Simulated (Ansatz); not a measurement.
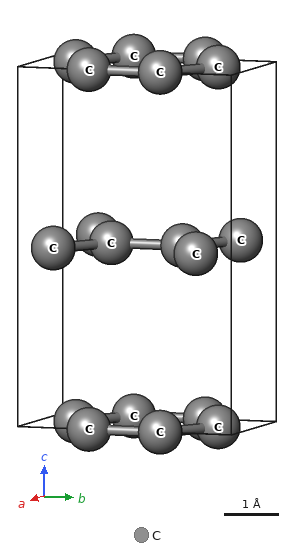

Reference structure: solid C (set up in Fmmm). A ball-and-stick model of the cell of the calculation, seen slightly off an axis.

The calculation used Ansatz, DFT LDA, scalar-relativistic, plane waves, PAW. Set-up: plane-wave cutoff 420 eV; k-point mesh 14 × 8 × 6; occupations gaussian; smearing width 0.1 eV; no spin polarisation.

Now this is done to it. Strain along c alone, +3.0 %, is applied. The other axes are held and the atoms relaxed.

Question: What is the effect?

Answer: The drawn cell changes as follows: a unchanged at 2.446 Å, b unchanged at 4.233 Å, c 6.735 → 6.937 Å (+3.0 %); the volume changes by +3.0 %. No atom moves by more than 0.005 Å relative to the cell. The space group stays Fmmm (No. 69). The energy changes by less than 1 meV per atom. The pressure goes from 0.0 to −0.2 GPa. The principal stresses (compression positive) are −0.7 GPa along c and 0.1 GPa across it.

The changed structure in the same view:

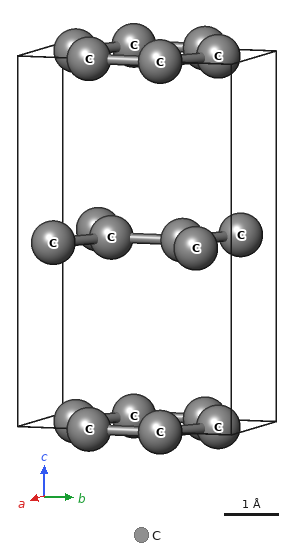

Limits of the set-up: layers or molecules are held without a dispersion correction, so their spacing is unreliable.
